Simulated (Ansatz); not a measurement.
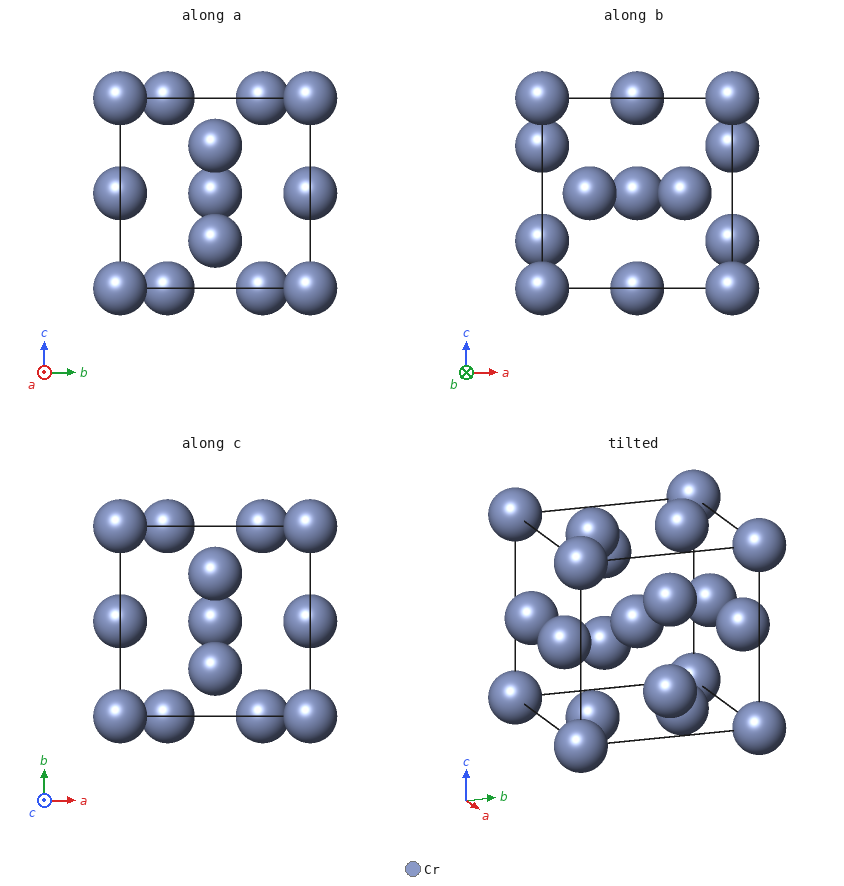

This spheres-only model is shown along the a axis, along the b axis, along the c axis and slightly off an axis. Lines trace the edges of the conventional unit cell.

Lattice parameters: a = 4.591 Å, b = 4.591 Å, c = 4.591 Å, α = 90.00°, β = 90.00°, γ = 90.00°. Put a along x and b in the xy plane.

**Transcribe the picture into a POSCAR file.**

```
Cr
1.0
     4.591    0.000    0.000
     0.000    4.591    0.000
     0.000    0.000    4.591
Cr
8
Direct
  0.0000 0.0000 0.0000
  0.5000 0.5000 0.5000
  0.2500 0.0000 0.5000
  0.7500 0.0000 0.5000
  0.5000 0.2500 0.0000
  0.5000 0.7500 0.0000
  0.0000 0.5000 0.2500
  0.0000 0.5000 0.7500
```

The structure was taken from a structure type filled with this element by a generator (whether the element takes this form wasn't checked). Atoms and cell were optimised with DFT, BLYP, plane waves (420 eV) with PAW, scalar-relativistic (Ansatz).
